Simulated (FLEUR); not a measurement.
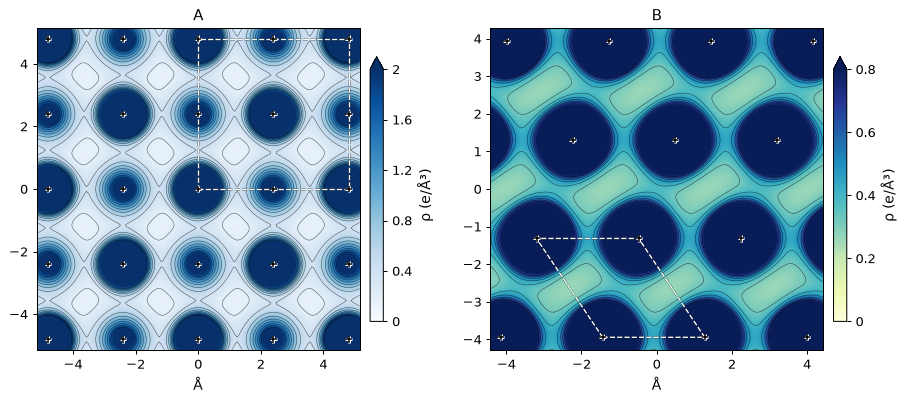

The total electron density of 2 systems, each on a plane through atoms (crosses mark nuclei in the plane).

All numbers below come from Kohn-Sham DFT of a periodic cell, PBEsol, all-electron in FLEUR MaX-R8.1 (later development tree).

System 1: W, the (101̄) plane of the conventional cell. Space group P-1; changed on purpose from its base cell (cell strained at random at fixed volume).

System 2: ZrC, the (100) plane of the conventional cell. Space group Fm-3m.

```xyz
8
Lattice="4.8076 0.0000 0.0000 0.0000 4.8076 0.0000 0.0000 0.0000 4.8076" Properties=species:S:1:pos:R:3 pbc="T T T"
Zr    2.4038    0.0000    0.0000
Zr    0.0000    2.4038    0.0000
Zr    0.0000    0.0000    2.4038
Zr    2.4038    2.4038    2.4038
C     0.0000    0.0000    0.0000
C     2.4038    2.4038    0.0000
C     2.4038    0.0000    2.4038
C     0.0000    2.4038    2.4038
```

Match each panel to its system.

Answer. Panel A is system 2, ZrC: the plane holds Zr and C. Zr–C (2.40 Å): ρ is about 0.41 e/Å³ halfway. Panel B is system 1, W: the plane holds W. W–W (2.72 Å): the density is about 0.44 e/Å³ at the midpoint.
